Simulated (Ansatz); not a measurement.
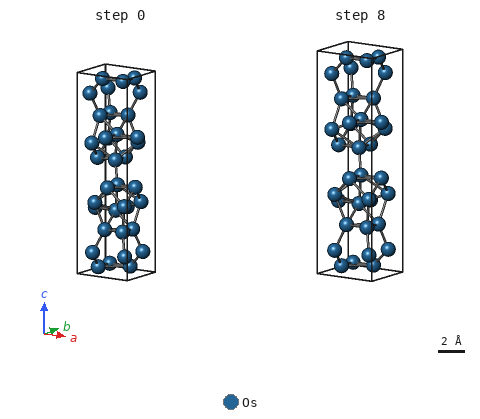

The structure of solid Os (built on the alpha-boron_166 type) (coarse preliminary run) before (left) and after (right) a relaxation, at one scale.

A ball-and-stick model of the conventional cell (3 times the calculation's cell), seen slightly off an axis. Lengths and directions refer to the drawn axes.

Case: alpha-boron type (R-3m, No. 166).

All numbers below come from DFT PBE, scalar-relativistic, plane waves, PAW (Ansatz 0.2.0).

The input:
```yaml
crystal:
  lattice:
    - [3.125850354, 1.8047105434, 5.3308319516]
    - [-3.125850354, 1.8047105434, 5.3308319516]
    - [0.0, -3.6094210866, 5.3308319516]
  atoms:
    - { symbol: Os, position: [0.01019, 0.65361, 0.01019] }
    - { symbol: Os, position: [0.01019, 0.01019, 0.65361] }
    - { symbol: Os, position: [0.65361, 0.01019, 0.01019] }
    - { symbol: Os, position: [0.98981, 0.34639, 0.98981] }
    - { symbol: Os, position: [0.34639, 0.98981, 0.98981] }
    - { symbol: Os, position: [0.98981, 0.98981, 0.34639] }
    - { symbol: Os, position: [0.22118, 0.6306, 0.22118] }
    - { symbol: Os, position: [0.22118, 0.22118, 0.6306] }
    - { symbol: Os, position: [0.6306, 0.22118, 0.22118] }
    - { symbol: Os, position: [0.77882, 0.3694, 0.77882] }
    - { symbol: Os, position: [0.3694, 0.77882, 0.77882] }
    - { symbol: Os, position: [0.77882, 0.77882, 0.3694] }
basis:
  ecutwfc: 420
kpoints:
  mp_grid: { grid: [3, 3, 3] }
hamiltonian:
  xc: pbe
scf:
  occupations: { method: gaussian, width: 0.1 }
  lower_state_search: "off"
output:
  forces: true
  stress: true
  eigenvalues: true
relax:
  adjacent_minimum: "off"
  f_tol: 0.04
  max_steps: 70
  cell: { stress_tol: 0.4 }
```

### Summarise the run.

The energy falls by 25.999 eV per cell of the calculation in 6 accepted moves (8 points after the start). Largest force component: 14 eV/Å at the start, 0.01 eV/Å at the end. Pressure: 150.66 GPa at the start and −0.03 GPa at the end. At 2 points the geometry stayed and the basis and grid were re-selected for the new cell (energy shift of 95.6 meV per cell of the calculation at most each time). The largest moves relative to the cell, 0.14 Å, are those of Os7, Os8, Os9, Os10, Os11 and Os12. Os12 goes roughly along [−1 −2 0]. The volume changes by +32.3 %, with a = b 6.252 → 6.831 Å (+9.3 %), c 15.992 → 17.717 Å (+10.8 %). Among the contacts that change: Os7–Os11 2.269 → 2.620 Å, Os1–Os2 2.229 → 2.546 Å, Os1–Os11 2.297 → 2.602 Å, Os1–Os7 2.288 → 2.560 Å. Among the angles between lasting bonds that change: Os11–Os1–Os12 107.0° → 110.2°, Os2–Os1–Os4 115.0° → 112.2°, Os4–Os1–Os7 129.2° → 131.3°. The space group stays R-3m (No. 166). The run took roughly 100 core-seconds on a shared host.
